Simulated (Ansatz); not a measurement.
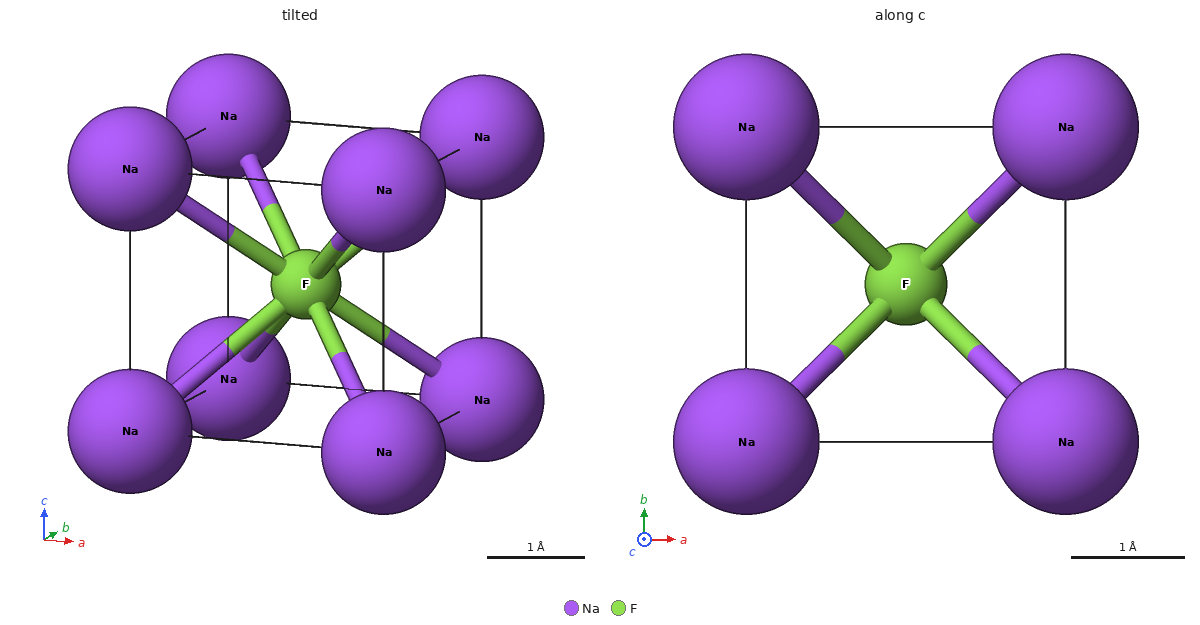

View slightly off an axis and along the c axis, drawn as a ball-and-stick model. Thin lines show the unit cell, with boundary atoms drawn in all their periodic places.

NaF, a = 2.835 Å, b = 2.793 Å, c = 2.793 Å, α = 90.00°, β = 90.00°, γ = 90.00°. Strictly the space group is P4/mmm (No. 123, within 0.01 Å). It is a distorted form of a primitive cubic structure, space group Pm-3m (No. 221) within 0.25 Å: caesium chloride (CsCl, B2) type. The model was built from a structure type filled with these elements by a generator (whether the compound takes this form wasn't checked). The cell was then strained or its atoms displaced on purpose. Ansatz was used for an electronic-structure calculation on it.

This one geometry was computed with Ansatz (DFT, plane waves, PAW) at three levels of theory: r2SCAN, HSE06 and PBE. It was relaxed with r2SCAN and then strained.

**Which level gives the highest pressure at this volume, and what does that say about its equilibrium volume?**

Highest: PBE (3.4 GPa), which points to the largest equilibrium volume. Lowest, with the smallest volume: r2SCAN (-0.8 GPa). Levels within 0.5 GPa of each other can't be told apart.

**How does the band gap change with the level of theory?**

PBE: a gap of 6.00 eV, indirect; r2SCAN: a gap of 6.93 eV, indirect; HSE06: a gap of 8.20 eV, indirect.

**Collect the results in a table.**

| level | cutoff (eV) | k-mesh of the run's cell | gap (eV) | pressure (GPa) |
| --- | --- | --- | --- | --- |
| r2SCAN | 500 | 10×10×10 | 6.93 | -0.8 |
| HSE06 | 420 | 6×6×6 | 8.20 | 0.9 |
| PBE | 420 | 10×10×10 | 6.00 | 3.4 |

Gaps are taken on the k-mesh or band path of each run.
